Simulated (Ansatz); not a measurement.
Given this structure:

```cif
data_structure
_symmetry_space_group_name_H-M 'C m c m'
_symmetry_Int_Tables_number 63
_cell_length_a 2.3638
_cell_length_b 7.7142
_cell_length_c 2.4755
_cell_angle_alpha 90.000
_cell_angle_beta 90.000
_cell_angle_gamma 90.000
_cell_volume 45.14
loop_
_atom_site_label
_atom_site_type_symbol
_atom_site_symmetry_multiplicity
_atom_site_Wyckoff_symbol
_atom_site_fract_x
_atom_site_fract_y
_atom_site_fract_z
_atom_site_occupancy
Cu1 Cu 4 c 0.00000 0.86613 0.25000 1
```

Q: Work out the structure from the coordinates.

A: The element is copper. The atoms follow space group Cmcm (No. 63); the Bravais lattice is base-centred orthorhombic. The cell holds four atoms. Every Cu atom has ten Cu at 2.36 to 2.48 Å as neighbours. The bonds build a three-dimensional framework.

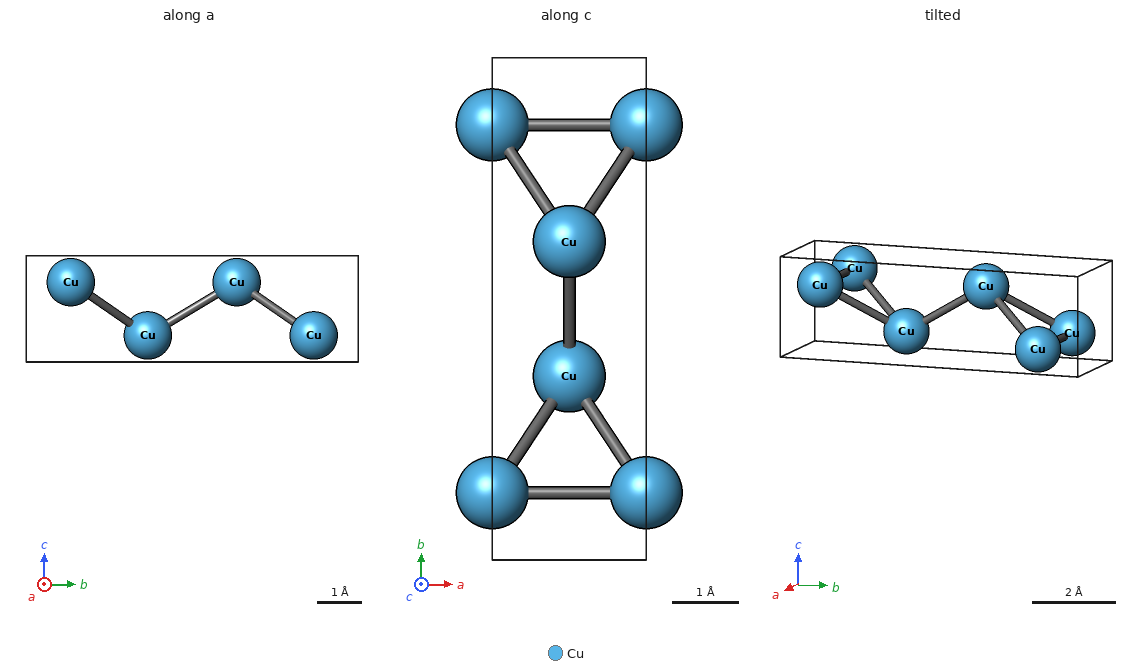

A ball-and-stick rendering, viewed along the a axis, along the c axis and slightly off an axis. The lines enclose the conventional unit cell; boundary atoms appear with their images.

Its origin is a structure listed in the Materials Project. The cell was then strained or its atoms displaced on purpose. It went into a calculation with Ansatz.

At this level of theory the run's own cell isn't at rest (compressed, at 9 GPa), so its distances can differ from those at equilibrium, the more so the softer the solid.
